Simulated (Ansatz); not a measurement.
Se

```
Se
1.0
     4.48005    0.00000    0.00000
    -2.24002    3.87984    0.00000
     0.00000    0.00000    4.10243
Se
2
Direct
  0.33333 0.66667 0.00000
  0.66667 0.33333 0.00000
```

Space group P6/mmm; a structure generated by program, which may or may not match a known phase.

Theory: Ansatz, DFT PBE, scalar-relativistic, plane waves, PAW.

Core electrons are frozen (PAW), and the valence fields are smoothed inside the atomic spheres.

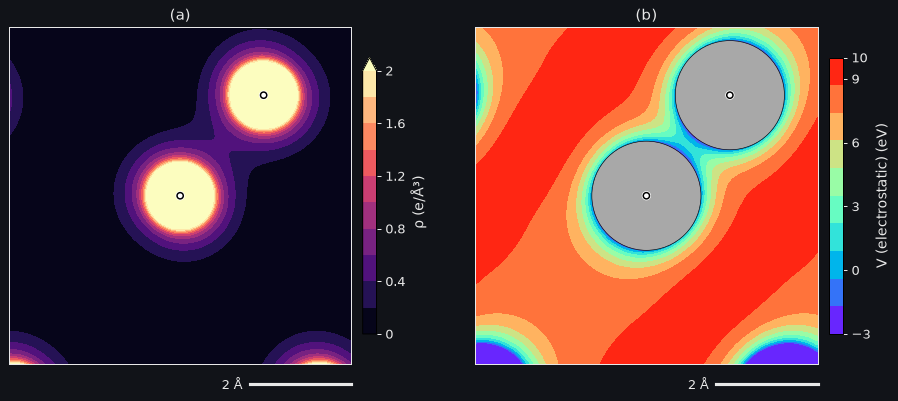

Figure 1. (a) valence charge density (pseudo); (b) electrostatic potential (local pseudopotential plus Hartree) felt by an electron on the (111) plane of the conventional cell. Circles mark the nuclei in the plane (Se). Grey discs cover the atomic cores in the potential map.

Q: What does the map show?

A: The plane passes through Se nuclei.
Se–Se (2.59 Å): the density is about 0.42 e/Å³ at the midpoint.
Between the atoms the lowest density in this plane is 0.006 e/Å³.
Outside the cores the potential energy rises away from the atoms and is highest about 2.4 Å from the nearest atoms; its zero is arbitrary.

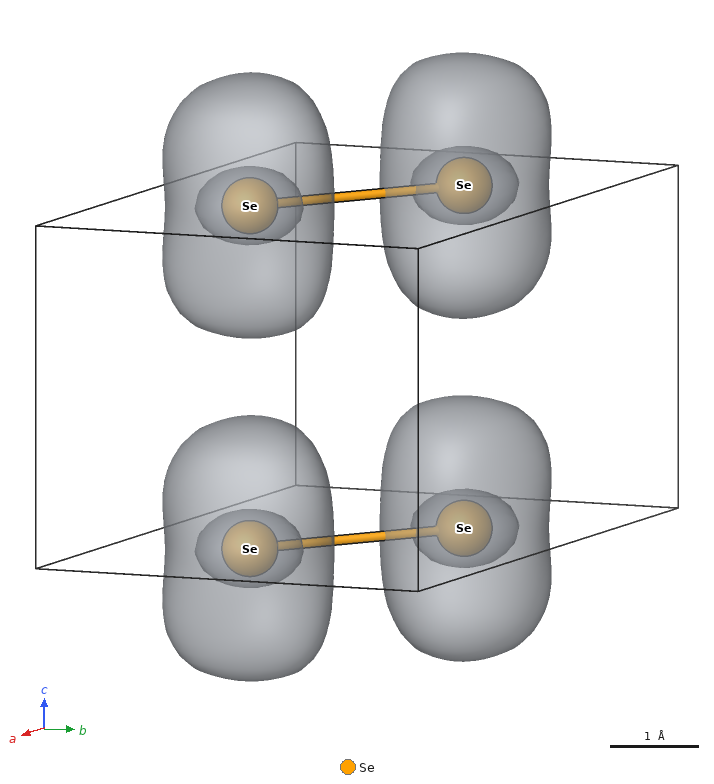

Figure 2. Isosurface of the electron localisation function at 0.65 (grey), seen at an oblique angle. Only the valence region is drawn (cores and ρ < 0.01 e/Å³ removed). Sticks mark near contacts.

Q: Where are the electrons localised?

A: The ELF exceeds this value in two regions wrapped around Se (the valence shell of each), counted in one cell of 2 atoms. Any copies at cell faces, edges or corners count once.


Se–Se (2.59 Å): the ELF is about 0.50 at the midpoint.

Q: Metal or insulator at this level of theory?

A: It is metallic or semimetallic at this level of theory: no gap opens.
